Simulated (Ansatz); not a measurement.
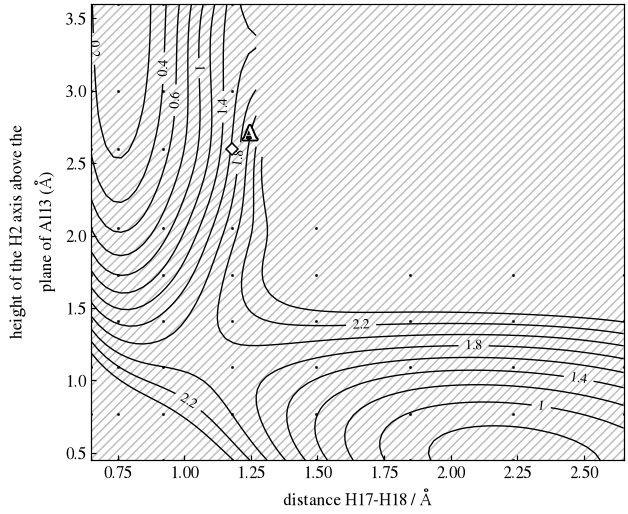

H₂ on an Al(110) slab cut from the Fm-3m phase, its upper half relaxed before the scan (16 atoms of substrate and one adsorbate in a 2 × 2 cell). H2 lies flat over one site of a rigid substrate while its bond length and height are varied; it sits over a bridge site, heights counted from the top plane, its axis along the second surface vector. The first coordinate is: distance H17-H18; the second: height of the H2 axis above the plane of Al13. The scan uses an 8 × 9 grid. At 15 points there is no value (left out: too close to the surface, or the stretched molecule far from it). Points are written as (first, second). All energies are given in eV relative to the lowest grid point. The calculation used DFT PBE, scalar-relativistic, plane waves, PAW in Ansatz 0.2.0. Settings: cutoff 420 eV, k-mesh 5×4×1, gaussian smearing 0.1 eV, no spin polarisation.

In the figure: contour lines labelled in eV (none above 2.4), dots at the grid points, hatched blanks where no value was computed, the point A. Between grid points the surface is interpolated.

### Which way does the force act at A, and how strong is it?

A, at (1.181 Å, 2.60 Å), is not a stationary point. The computed force is 4.6 eV for each Å towards smaller values of distance H17-H18 and 0.35 eV for each Å towards larger values of the second coordinate.

PAW datasets: the set soft_1.
